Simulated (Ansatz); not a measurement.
System: Cr, space group Im-3m (No. 229) (one of a set of cubic test structures, which need not be the stable phase).

How it was computed, with Ansatz 0.2.0 development build: equation of state of a cubic crystal from periodic Kohn-Sham density functional theory without spin, third-order Birch-Murnaghan fit to the free energies; pressure corrected for the finite basis. Level: HSE06.

- structure type: bcc
- atoms in cell: 1
- space group number: 229
- lattice centring: body-centred primitive
- k mesh: 6×6×6
- occupation method: Fermi–Dirac
- occupation width: 0.1 eV
- wave cutoff: 420 eV
- datasets: soft-1 PAW
- density tolerance: 0 eV
- bands: 11
- density cutoff ratio: 4
- search for lower states: default
- exchange singularity: regularized

Describe the result: the energy above the lowest point and pressure against volume. The volume takes the values 10.65, 11.00, 11.34, 11.69, 12.04 Å³/atom.

A third-order Birch–Murnaghan fit gives V0 = 11.05 Å³/atom, B0 = 295 GPa and B′ = 4.4. The energy above the lowest point is 13.9 meV/atom at volume 10.65 Å³/atom and 70.0 meV/atom at 12.04 Å³/atom; the lowest computed point is at volume 11.00 Å³/atom (0.0 meV/atom). The pressure falls from 11.7 GPa at volume 10.65 Å³/atom to −21.0 GPa at 12.04 Å³/atom, and changes sign near 11.05 Å³/atom.

| volume (Å³/atom) | energy above the lowest point (meV/atom) | pressure (GPa) |
| --- | --- | --- |
| 10.65 | 13.9 | 11.7 |
| 11.00 | 0.0 | 1.4 |
| 11.34 | 6.8 | −7.4 |
| 11.69 | 31.0 | −14.8 |
| 12.04 | 70.0 | −21.0 |

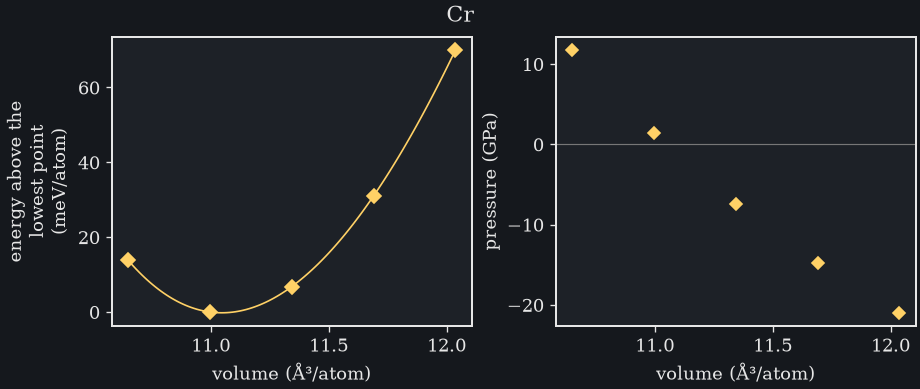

Limits of the calculation: coarse k-mesh, values are not converged in k; known magnet treated without spin, far from its ground state.
